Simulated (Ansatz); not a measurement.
# Pd: a changed input and its effect

System: Pd (1 atom in the cell).
Method of run A: DFT PBE, scalar-relativistic, plane waves, PAW, no spin polarisation (Ansatz 0.2.0).

Text and figures count atoms from 1; the logs count them from 0 in places.

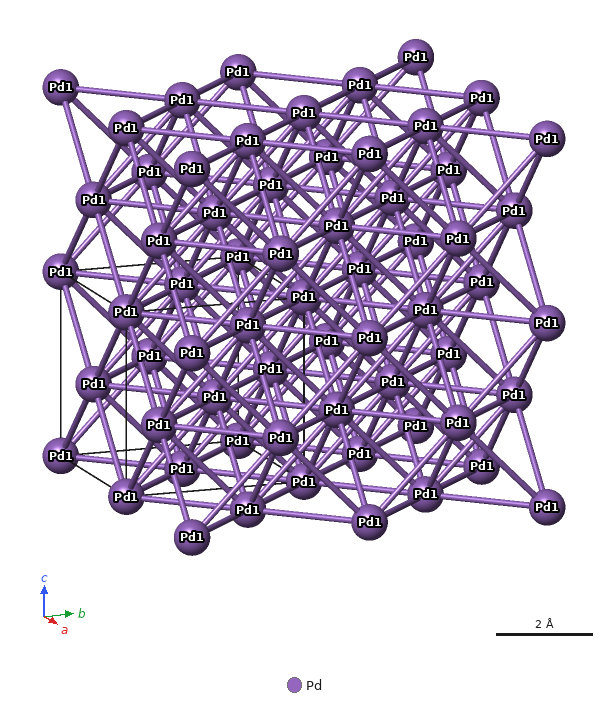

The input geometry (ball-and-stick view of the cell 4 times as large as that of the calculation, set on its symmetry axes, repeated 2 × 2 × 2, seen slightly off an axis; atoms are numbered from 1 in the order of the input). Near neighbours in the crystal (not all of them lie inside the picture): Pd has 12 Pd at 2.80 Å.

## Input file, run A
```yaml
crystal:
  lattice:
    - [0.0, 1.9807844537, 1.9807844537]
    - [1.9807844537, 0.0, 1.9807844537]
    - [1.9807844537, 1.9807844537, 0.0]
  atoms:
    - { symbol: Pd, position: [0.0, 0.0, 0.0] }
basis:
  ecutwfc: 420
  ecutrho_ratio: 4
kpoints:
  mp_grid: { grid: [8, 8, 8] }
hamiltonian:
  xc: pbe
scf:
  occupations: { method: gaussian, width: 0.05 }
output:
  forces: true
  stress: true
  eigenvalues: true
```

Hardware: 8 threads of an x86-64 CPU, shared host.

## Output, shortened to warnings, some set-up lines, iterations and results (run A)
```
Basis set: ecut = 420 eV, 307 PW (Γ), exchange–correlation on 40×40×40 points (8 copies of the dense FFT grid, shifted against one another)
Symmetry: 48 space group operations
k-points: 29 of 512
Initial density: superposition of atomic densities (neutral atoms: chi_scale 0, normalization atom), corrected by the library's trained network
[...]
SCF iter   1: F=—  HF=-6972.831164 eV  |F-HF|=—  |Δ(HF+E_count)|=         —  Δρ=5.60e-3  dr2=4.72e-3  ethr=1.77e-3  ⟨swp⟩=5.3  Hψ=2191  notcnv=0
SCF iter   2: F=—  HF=-6972.830098 eV  |F-HF|=—  |Δ(HF+E_count)|=   1.07e-3  Δρ=1.93e-3  dr2=4.11e-4  ethr=2.62e-5  ⟨swp⟩=1.2  Hψ=626  notcnv=0
SCF iter   3: F=—  HF=-6972.830144 eV  |F-HF|=—  |Δ(HF+E_count)|=   4.60e-5  Δρ=5.54e-4  dr2=2.61e-5  ethr=2.28e-6  ⟨swp⟩=1.5  Hψ=443  notcnv=0
SCF iter   4: F=—  HF=-6972.830165 eV  |F-HF|=—  |Δ(HF+E_count)|=   2.10e-5  Δρ=6.58e-5  dr2=4.25e-7  ethr=1.45e-7  ⟨swp⟩=2.4  Hψ=591  notcnv=0
SCF iter   5: F=-6972.830165 eV  HF=-6972.830165 eV  |F-HF|=1.71e-10  |Δ(HF+E_count)|=   1.00e-7  Δρ=4.11e-6  dr2=6.43e-10  ethr=2.36e-9  ⟨swp⟩=2.9  Hψ=650  notcnv=0
SCF iter   6: F=-6972.830165 eV  HF=-6972.830165 eV  |F-HF|=2.27e-11  |Δ(HF+E_count)|=  4.55e-12  Δρ=5.24e-7  dr2=3.86e-11  ethr=3.57e-12  ⟨swp⟩=1.2  Hψ=1127  notcnv=0
SCF 1 converged in 6 iterations: F = -6972.830165 eV  dr2 = 3.86e-11
SCF converged after 6 iterations
Free energy (F): -6972.830165 eV
Harris-Foulkes:  -6972.830165 eV  (|F-HF|=2.27e-11)
Internal energy: -6972.826537 eV  (E = F + TS)
E sigma→0 (E₀):  -6972.828351 eV
Entropy (-TS):   -0.003628 eV (-3.628 meV/atom)
Fermi energy:    18.545325 eV
--- Per-component energies (eV) ---
  E_band       = -156.836148
  E_kinetic    = 513.083620
  E_local      = -1823.165897  (includes V_loc(G=0)·N_el)
  E_nonlocal   = 217.420500
  E_hartree    = 738.253957
  E_xc         = -168.322757
  E_vxc        = -211.140681  (∫ρ·V_xc dr)
  E_paw        = -3750.331724  (= ΣΔE_a)
  E_vpaw       = -329.541498  (= ΣTr[D̂ρ^β])
  E_aug_tail   = 0.000220  (compensation charges beyond the density's cutoff)
  E_ewald      = -2699.764456
  E_smearing   = -0.003628  (= −TS)
  E_closure    = 0.000000  (closes the sum)
  Σ components = -6972.830165   (vs F -6972.830165, Δ=0.00e0)
--- Forces (eV/Å), atoms counted from 1 ---
  atom   1  Pd    -0.00000000    -0.00000000    -0.00000000
  max |Σ_I F_I| component: 6.16e-33 eV/Å
--- Stress (GPa, compression-positive) ---
       -1.638826       0.000000       0.000000
       -0.000000      -1.638826      -0.000000
       -0.000000       0.000000      -1.638826
  P = ⅓ Tr σ = -1.6388 GPa (-16.388 kbar)
```

For run B the input was changed thus:
```diff
-    - [0.0, 1.9807844537, 1.9807844537]
-    - [1.9807844537, 0.0, 1.9807844537]
-    - [1.9807844537, 1.9807844537, 0.0]
+    - [0.0, 1.945, 1.945]
+    - [1.945, 0.0, 1.945]
+    - [1.945, 1.945, 0.0]
```

What does this change do to the results?

With the same functional and potentials, run B lies 16.1 meV per atom higher. The pressure goes from −1.64 to 8.43 GPa. The volume per atom goes from 15.54 to 14.72 Å³. The cell is scaled evenly with the atoms at fixed fractional positions, so −ΔP/Δ ln V estimates the bulk modulus midway between the two volumes: about 180 GPa. The number of SCF iterations is the same. The plane waves at Γ go from 307 to 283.

## Output, shortened to warnings, some set-up lines, iterations and results (run B)
```
Basis set: ecut = 420 eV, 283 PW (Γ), exchange–correlation on 40×40×40 points (8 copies of the dense FFT grid, shifted against one another)
Symmetry: 48 space group operations
k-points: 29 of 512
Initial density: superposition of atomic densities (neutral atoms: chi_scale 0, normalization atom), corrected by the library's trained network
[...]
SCF iter   1: F=—  HF=-6972.815727 eV  |F-HF|=—  |Δ(HF+E_count)|=         —  Δρ=7.21e-3  dr2=6.83e-3  ethr=1.77e-3  ⟨swp⟩=5.3  Hψ=2167  notcnv=0
SCF iter   2: F=—  HF=-6972.814137 eV  |F-HF|=—  |Δ(HF+E_count)|=   1.59e-3  Δρ=2.67e-3  dr2=7.06e-4  ethr=3.80e-5  ⟨swp⟩=1.3  Hψ=627  notcnv=0
SCF iter   3: F=—  HF=-6972.814096 eV  |F-HF|=—  |Δ(HF+E_count)|=   4.13e-5  Δρ=6.73e-4  dr2=3.60e-5  ethr=3.92e-6  ⟨swp⟩=1.6  Hψ=447  notcnv=0
SCF iter   4: F=—  HF=-6972.814110 eV  |F-HF|=—  |Δ(HF+E_count)|=   1.43e-5  Δρ=7.77e-5  dr2=5.32e-7  ethr=2.00e-7  ⟨swp⟩=2.3  Hψ=593  notcnv=0
SCF iter   5: F=-6972.814110 eV  HF=-6972.814110 eV  |F-HF|=1.12e-10  |Δ(HF+E_count)|=   1.51e-7  Δρ=3.40e-6  dr2=3.78e-10  ethr=2.95e-9  ⟨swp⟩=2.9  Hψ=639  notcnv=0
SCF iter   6: F=-6972.814110 eV  HF=-6972.814110 eV  |F-HF|=1.09e-11  |Δ(HF+E_count)|=  2.13e-10  Δρ=4.91e-7  dr2=2.92e-11  ethr=2.10e-12  ⟨swp⟩=1.0  Hψ=1136  notcnv=0
SCF 1 converged in 6 iterations: F = -6972.814110 eV  dr2 = 2.92e-11
SCF converged after 6 iterations
Free energy (F): -6972.814110 eV
Harris-Foulkes:  -6972.814110 eV  (|F-HF|=1.09e-11)
Internal energy: -6972.810692 eV  (E = F + TS)
E sigma→0 (E₀):  -6972.812401 eV
Entropy (-TS):   -0.003419 eV (-3.419 meV/atom)
Fermi energy:    19.981222 eV
--- Per-component energies (eV) ---
  E_band       = -134.613580
  E_kinetic    = 514.391191
  E_local      = -1746.840284  (includes V_loc(G=0)·N_el)
  E_nonlocal   = 217.314895
  E_hartree    = 711.051596
  E_xc         = -168.922218
  E_vxc        = -211.967059  (∫ρ·V_xc dr)
  E_paw        = -3750.370907  (= ΣΔE_a)
  E_vpaw       = -329.615474  (= ΣTr[D̂ρ^β])
  E_aug_tail   = 0.000234  (compensation charges beyond the density's cutoff)
  E_ewald      = -2749.435200
  E_smearing   = -0.003419  (= −TS)
  E_closure    = -0.000000  (closes the sum)
  Σ components = -6972.814110   (vs F -6972.814110, Δ=0.00e0)
--- Forces (eV/Å), atoms counted from 1 ---
  atom   1  Pd    -0.00000000    -0.00000000     0.00000000
  max |Σ_I F_I| component: 2.98e-32 eV/Å
--- Stress (GPa, compression-positive) ---
        8.432435      -0.000000      -0.000000
       -0.000000       8.432435      -0.000000
        0.000000      -0.000000       8.432435
  P = ⅓ Tr σ = 8.4324 GPa (84.324 kbar)
```

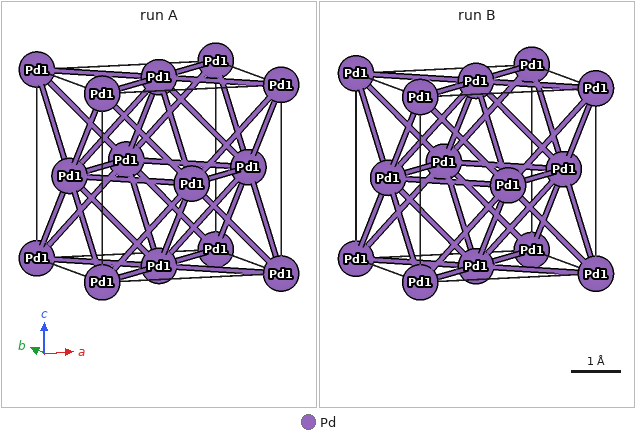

The two input geometries at one scale (ball-and-stick view of the cell 4 times as large as that of the calculation, set on its symmetry axes, seen slightly off an axis). No atom moves by more than 0.005 Å relative to the cell. Cell: a = b = c 3.962 → 3.890 Å (−1.8 %). Volume −5.3 %. Among the contacts that change: Pd1–Pd1 2.801 → 2.751 Å.

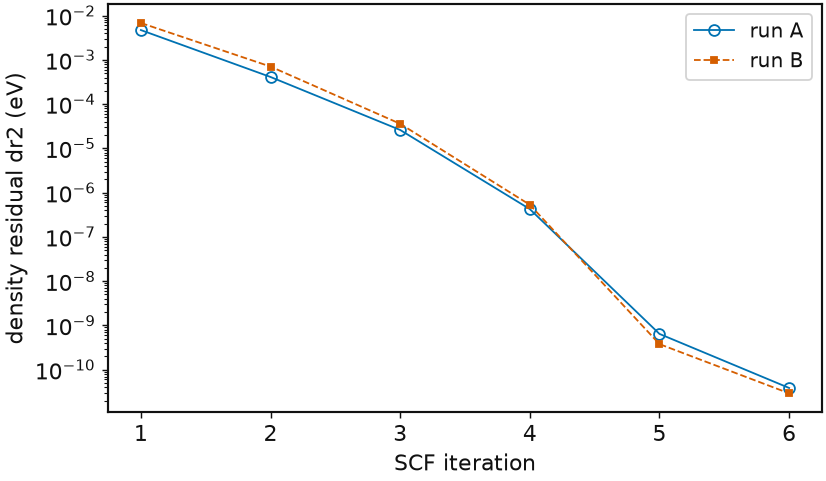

Convergence of the two runs: density residual dr2 against the SCF iteration. Run A takes 6 iterations in all, and run B takes 6.

## The two runs side by side

```tsv
quantity	run A	run B
outcome	converged	converged
free energy per atom (eV)	−6972.8302	−6972.8141
energy per atom, smearing taken to zero (eV)	−6972.8284	−6972.8124
gap on the mesh (eV)	0.00	0.00
pressure (GPa)	−1.64	8.43
volume per atom (Å³)	15.54	14.72
largest force (eV/Å)	0.000	0.000
SCF iterations	6	6
irreducible k-points	29	29
plane waves at Γ	307	283
```

For run B: The cell is under a pressure of 8.4 GPa at this level, so it is not at its equilibrium volume.
